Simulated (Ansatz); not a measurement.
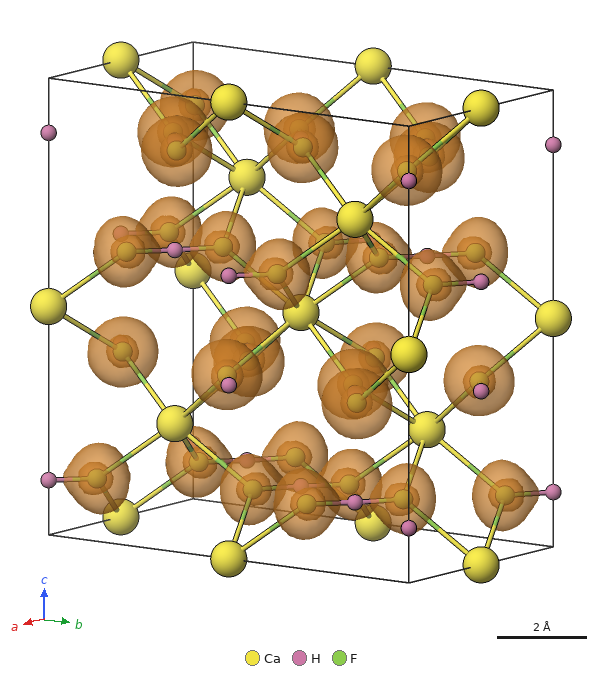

*CaH2F4. Isosurface of the ELF at 0.75 (orange), seen at an oblique angle. Only the valence region is drawn (cores and ρ < 0.01 e/Å³ removed). Sticks mark near contacts.*

Space group Fddd; a structure from a database of computed crystals, not necessarily the ambient phase; started from the database structure prototype, which need not be the ambient phase.

These are results of DFT, PBE0, plane waves, PAW in Ansatz, not measurements.

Question: What do the ELF domains correspond to?

Answer: The surface consists of 32 regions on F in which the atom's valence shell and bonds are merged, counted in one cell of 56 atoms. Any copies at cell faces, edges or corners count once. Along the contacts the grid gives the following. F–H (1.14 Å): the ELF peaks at about 0.80 between the atoms. Ca–F (2.34 Å): the ELF peaks at about 0.85 in the valence shell of F, 0.6 Å from its nucleus, and drops to about 0 between the two atoms: an ionic contact with no shared pair.

Question: Metal or insulator at this level of theory?

Answer: It is gapped, with a Kohn–Sham gap of 10.9 eV on the k-point mesh (the band edges may lie off the mesh, which would make the gap smaller).
